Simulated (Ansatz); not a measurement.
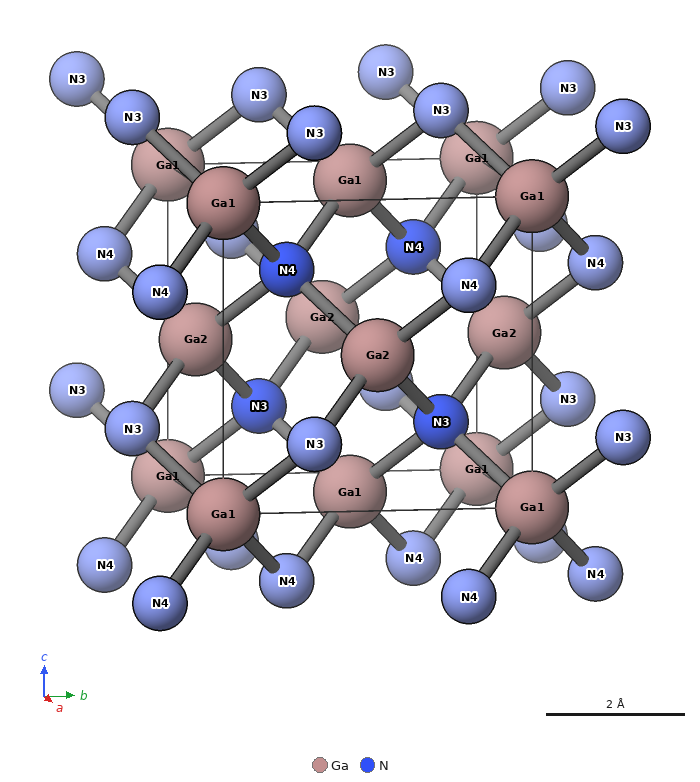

Fig. 1: The structure (ball-and-stick view of the cell 2 times as large as that of the calculation, set on its symmetry axes, seen slightly off an axis; neighbours outside the cell are drawn fainter; atoms are numbered from 1 in the order of the input).

**Run report: GaN, single-point calculation**

GaN (4 atoms in the cell), computed with DFT, PBE, PAW with Ansatz's default frozen-core files, scalar-relativistic, no spin polarisation (Ansatz 0.2.0).

It belongs to a series of runs on one base structure; here: bulk in the slab's orientation, PAW files. Figures and captions count atoms from 1; the log counts them from 0 in places.

### The program's output
```
Engine: ansatz 0.2.0, x86_64-unknown-linux-gnu
Pseudopotentials: kind: paw
Pseudopotential: Ga, paw, valence charge 13, recommended cutoff 420 eV (normal), Ga.paw.azcp
Pseudopotential: N, paw, valence charge 5, recommended cutoff 420 eV (normal), N.paw.azcp
Functional definition: PBE
  parameter kappa = 0.804
  parameter beta = 0.06672455060314922
  exchange = pbe_x(kappa = kappa, mu = beta*pi^2/3)
  correlation = pbe_c(beta = beta)
Crystal: 4 atoms, lattice volume = 47.051 Å³
Basis set: ecut = 420 eV, 919 PW (Γ), exchange–correlation on 48×64×48 points (8 copies of the dense FFT grid, shifted against one another)
Bands: 22, of which v1, the nominal top of the filled ones, is band 18 counted from 1 (17 counted from 0)
Symmetry: 16 space group operations
Space group: F-43m (ITA 216), of the structure as read, at distance tolerance 3.6e-5 Å
k-points: 60 of 384 (time reversal used)
Non-local potential: Ga, projectors of the file, l = 0: 2, l = 1: 2, l = 2: 3, l = 3: 1
Non-local potential: N, projectors of the file, l = 0: 2, l = 1: 2, l = 2: 1
PAW form: soft (Blöchl's): semilocal exchange-correlation on the pseudo side does not see the compensation charge
PAW one-centre angular grid: Ga, 590 points (default); XC on 64 Gauss nodes
PAW one-centre angular grid: N, 110 points (default); XC on 64 Gauss nodes
Initial density: superposition of atomic densities (neutral atoms: chi_scale 0, normalization atom), corrected by the library's trained network
Initial wavefunctions: pseudopotential atomic-orbital guess
Functional: x = pbe(κ = 0.804, μ = 0.2195149727645171), c = pbe(β = 0.06672455060314922)
SCF iter   1: F=—  HF=-8335.814951 eV  |F-HF|=—  |Δ(HF+E_count)|=         —  Δρ=6.68e-4  dr2=1.00e-4  ethr=1.77e-3  ⟨swp⟩=5.5  Hψ=5362  notcnv=0
preconditioner: auto → none  [insulator: Δε(μ)=1.537 eV  Ē_g=16.321 eV  σ=0.020 eV  W_gap=1.00  n_scr=14 (ndim 8)  ℏωp=32.5 eV  f_vac=0.001  D(μ)=0.00/eV (n_scr^D=0)  ε∞_Penn≈5.0]
SCF iter   2: F=—  HF=-8335.815550 eV  |F-HF|=—  |Δ(HF+E_count)|=   5.99e-4  Δρ=3.46e-4  dr2=1.96e-5  ethr=2.79e-7  ⟨swp⟩=2.9  Hψ=3125  notcnv=0
SCF iter   3: F=—  HF=-8335.815680 eV  |F-HF|=—  |Δ(HF+E_count)|=   1.31e-4  Δρ=1.21e-4  dr2=2.32e-6  ethr=5.45e-8  ⟨swp⟩=2.0  Hψ=2396  notcnv=0
SCF iter   4: F=—  HF=-8335.815691 eV  |F-HF|=—  |Δ(HF+E_count)|=   1.02e-5  Δρ=2.83e-5  dr2=1.69e-7  ethr=6.45e-9  ⟨swp⟩=2.0  Hψ=2400  notcnv=0
iter 5 did not close the SCF: its close was put off for the readings that it lacked (scf_convergence_deferred on its scf_iter line)
SCF iter   5: F=-8335.815691 eV  HF=-8335.815691 eV  |F-HF|=4.18e-8  |Δ(HF+E_count)|=   5.79e-7  Δρ=1.05e-5  dr2=2.05e-8  ethr=4.71e-10  ⟨swp⟩=2.0  Hψ=2400  notcnv=0
SCF iter   6: F=-8335.815691 eV  HF=-8335.815691 eV  |F-HF|=1.22e-10  |Δ(HF+E_count)|=   4.79e-8  Δρ=2.28e-6  dr2=1.09e-9  ethr=5.69e-11  ⟨swp⟩=4.9  Hψ=7393  notcnv=0
SCF 1 converged in 6 iterations: F = -8335.815691 eV  dr2 = 1.09e-9
  greatest PAW one-centre occupation: 0.995 electrons in one spin orbital (limit 2), on the Ga atom at site 1 (counted from 0), in its partial waves of l = 2
SCF converged after 6 iterations
Free energy (F): -8335.815691 eV
Harris-Foulkes:  -8335.815691 eV  (|F-HF|=1.22e-10)
Internal energy: -8335.815691 eV  (E = F + TS)
E sigma→0 (E₀):  -8335.815691 eV
Fermi energy:    10.021036 eV
--- Per-component energies (eV) ---
  E_band       = -24.528120
  E_kinetic    = 492.001917
  E_local      = -3942.904325  (includes V_loc(G=0)·N_el)
  E_nonlocal   = 948.466075
  E_hartree    = 1809.987130
  E_xc         = -256.811288
  E_vxc        = -267.222547  (∫ρ·V_xc dr)
  E_paw        = -4240.642219  (= ΣΔE_a)
  E_vpaw       = -874.841954  (= ΣTr[D̂ρ^β])
  E_aug_tail   = 0.000062  (compensation charges beyond the density's cutoff)
  E_ewald      = -3145.913043
  E_smearing   = -0.000000  (= −TS)
  E_closure    = 0.000000  (closes the sum)
  Σ components = -8335.815691   (vs F -8335.815691, Δ=0.00e0)
--- Forces (eV/Å), atoms counted from 1 ---
  atom   1  Ga    -0.00000000    -0.00000000     0.00000000
  atom   2  Ga    -0.00000000    -0.00000000     0.00000000
  atom   3  N      0.00000000    -0.00000000     0.00000000
  atom   4  N      0.00000000    -0.00000000    -0.00000000
  max |Σ_I F_I| component: 1.11e-16 eV/Å
--- Stress (GPa, compression-positive) ---
        0.004366       0.000000       0.000000
        0.000000       0.004366      -0.000000
        0.000000       0.000000      -0.005981
  P = ⅓ Tr σ = 0.0009 GPa (0.009 kbar)
--- Band table (eV; the first three rows and the last of 60) ---
  k-point 0: bands = ["-6.4632", "-5.5253", "-4.2273", "-4.2273", "-4.2273", "-4.1451", "-3.9503", "-3.9503", "-3.9368", "-3.9368", "-3.8666", "-2.2384", "3.2255", "6.6313", "6.6313", "9.2383", "9.2384", "9.2384", "10.7791", "12.5848", "15.7394", "19.3767"]
  k-point 1: bands = ["-6.3565", "-5.5250", "-4.2163", "-4.2104", "-4.1858", "-4.1321", "-3.9731", "-3.9614", "-3.9416", "-3.9343", "-3.8767", "-2.1692", "3.3178", "6.0101", "6.7662", "8.1540", "8.9848", "9.1936", "11.7080", "13.1608", "16.1668", "18.8435"]
  k-point 2: bands = ["-6.0922", "-5.5321", "-4.1858", "-4.1756", "-4.1183", "-4.0271", "-3.9935", "-3.9918", "-3.9516", "-3.9071", "-3.9010", "-2.0947", "3.4837", "5.1312", "6.5532", "7.1425", "8.2499", "9.0371", "12.9909", "14.1887", "16.8788", "18.0635"]
  k-point 59: bands = ["-5.5213", "-5.5213", "-4.0890", "-4.0890", "-4.0692", "-4.0692", "-3.9285", "-3.9285", "-3.9260", "-3.9260", "-1.9814", "-1.9814", "3.6449", "3.6449", "5.6654", "5.6654", "5.7345", "5.7345", "15.4026", "15.4026", "17.3474", "17.3474"]
```

### File rho_z.tsv
```
# z_ang	rho[e/angstrom^3]
# format = ansatz-planar-average/11
# lattice	-2.274243174	2.274243174	0.000000000
# lattice	0.000000000	0.000000000	4.548486349
# lattice	2.274243174	2.274243174	0.000000000
# sites	4
# site	31	0.000000000	0.000000000	0.000000000
# site	31	0.000000000	2.274243174	2.274243174
# site	7	1.137121587	1.137121587	1.137121587
# site	7	-1.137121587	1.137121587	3.411364762
0.000000	1.557053e0
0.134011	1.361303e0
0.268022	9.526509e-1
0.402033	6.079460e-1
0.536044	4.134807e-1
0.670055	3.261225e-1
0.804066	3.014271e-1
0.938077	3.261225e-1
1.072089	4.134807e-1
1.206100	6.079460e-1
1.340111	9.526509e-1
1.474122	1.361303e0
1.608133	1.557053e0
1.742144	1.361303e0
1.876155	9.526509e-1
2.010166	6.079460e-1
2.144177	4.134807e-1
2.278188	3.261225e-1
2.412199	3.014271e-1
2.546210	3.261225e-1
2.680221	4.134807e-1
2.814232	6.079460e-1
2.948243	9.526509e-1
3.082254	1.361303e0
```

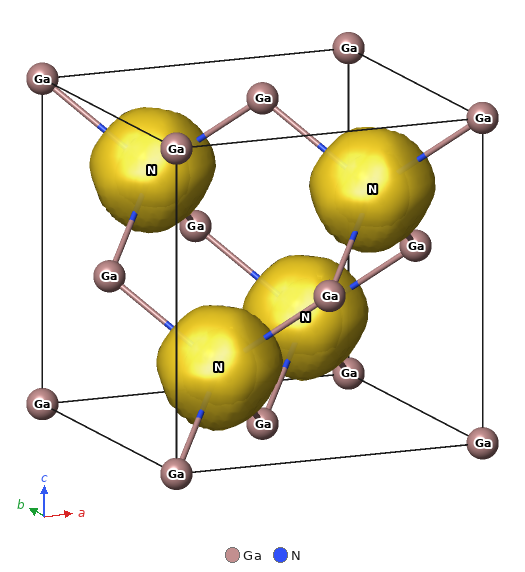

Fig. 2: Isosurface of the ELF at 0.75 (yellow), seen slightly off an axis. Core shells and regions of very low density are left out. Sticks mark near contacts. The outline is the cell set on symmetry axes. Values along the shortest contacts: Ga–N (1.97 Å): the ELF is about 0.45 at the midpoint. The fields are those of the smooth PAW valence density.

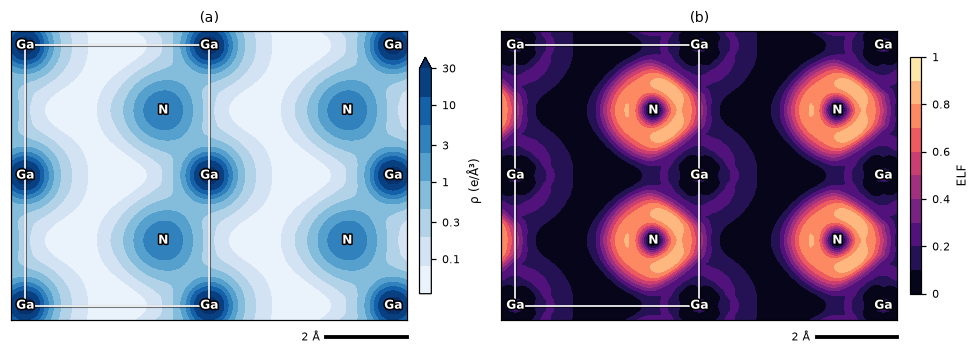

Fig. 3: (a) valence electron density; (b) electron localisation function on the (110) plane of the conventional cell. Atoms in the plane: Ga and N. Ga–N (1.97 Å): ρ is about 0.71 e/Å³ halfway; the ELF is about 0.45 at the midpoint. Away from the nuclei the density in this plane falls to 0.04 e/Å³ at its lowest.

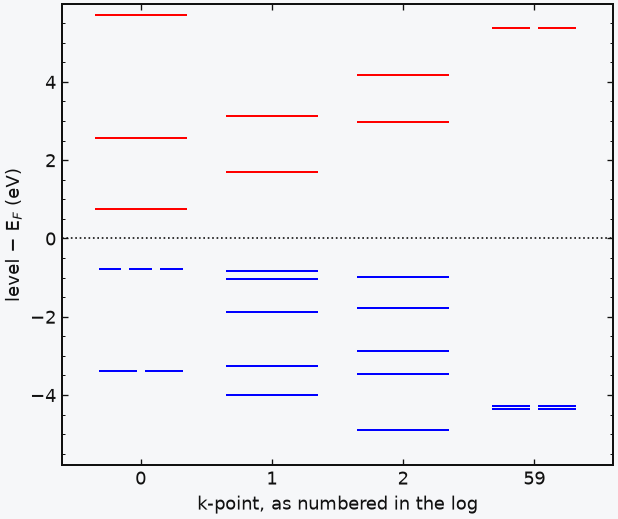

Fig. 4: Kohn–Sham levels near the Fermi level (dotted) at the few k-points that the log prints; levels within 0.02 eV of each other stand side by side. Among these points the highest filled and lowest empty levels are 1.54 eV apart, which is the gap on the mesh.

This output came from the following input.

### Input file
```yaml
crystal:
  lattice:
    - [-2.2742431744, 2.2742431744, 0.0]
    - [0.0, 0.0, 4.5484863488]
    - [2.2742431744, 2.2742431744, 0.0]
  atoms:
    - { symbol: Ga, position: [0.0, 0.0, 0.0] }
    - { symbol: Ga, position: [0.5, 0.5, 0.5] }
    - { symbol: "N", position: [0.0, 0.25, 0.5] }
    - { symbol: "N", position: [0.5, 0.75, 0.0] }
kpoints:
  mp_grid: { grid: [8, 6, 8] }
scf:
  occupations: { method: fermi_dirac, width: 0.02 }
hamiltonian:
  xc: pbe
  pseudopotentials: { kind: paw }
output:
  forces: true
  stress: true
  eigenvalues: true
  write_density: true
  write_potential: true
  elf: true
  volumetric_format: npy
```

Launched with:
```bash
ansatz run input.yaml --threads 1 --pin off --max-ram 3584MiB --backend cpu --events-out ev --progress --plain --runs-dir out
```

### Key numbers

| quantity | value |
| --- | --- |
| outcome | converged |
| space group (tolerance 0.01 Å) | F-43m (216) |
| electrons treated | 36 |
| free energy | −8335.8157 eV |
| Fermi energy | 10.021 eV |
| gap on the k-point mesh | 1.54 eV |
| pressure | 0.00 GPa |
| largest force (length of the vector) | under 0.001 eV/Å |
| hardware | 1 thread of Intel Xeon @ 2.50GHz (Skylake/Cascade Lake), 32 GiB of memory available, shared host |
| wall time | 6.9 s |
| peak memory | 0.43 GiB |
